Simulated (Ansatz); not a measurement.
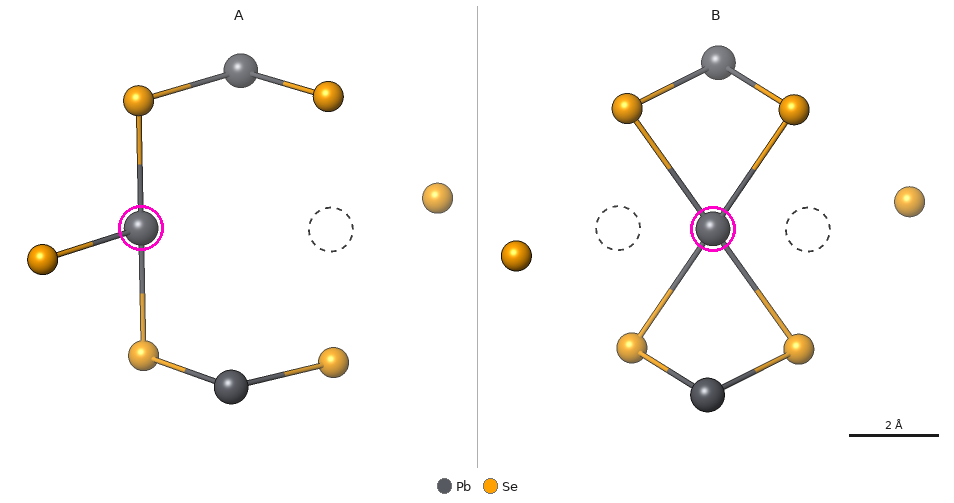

A vacancy jump of lead in PbSe (Fm-3m phase), in a neutral cell with 15 atoms, whose images lie 8.6 Å apart. One frame is the relaxed vacancy; in the other the neighbouring Pb atom (ringed) was set half-way along its jump of 4.32 Å and all atoms were relaxed in the symmetry of that start. Dashed circles mark empty sites. Style: ball-and-stick. Shown: the slice 3.8 Å thick through the jump, out to 5.4 Å from its middle, across the jump.

All numbers below come from DFT PBEsol, scalar-relativistic, plane waves, PAW (Ansatz 0.2.0). Settings: plane-wave cutoff 420 eV; k-point mesh 4 × 4 × 4; occupations gaussian; smearing width 0.1 eV; no spin polarisation; atoms relaxed in a fixed cell; force threshold 0.02 eV/Å.

Q: Which frame is the half-way one, and how far apart are the two in energy?

A: Frame B is the half-way start after relaxation. It lies 1.09 eV above the relaxed vacancy. The atom stays half-way, on the straight line. The symmetry of the start was kept and can hold it there, so for a path with one hump at the middle this is the barrier or an upper bound to it. There it has 2 Se as nearest neighbours, the closest at 2.79 Å. Both cells are metallic on the mesh.
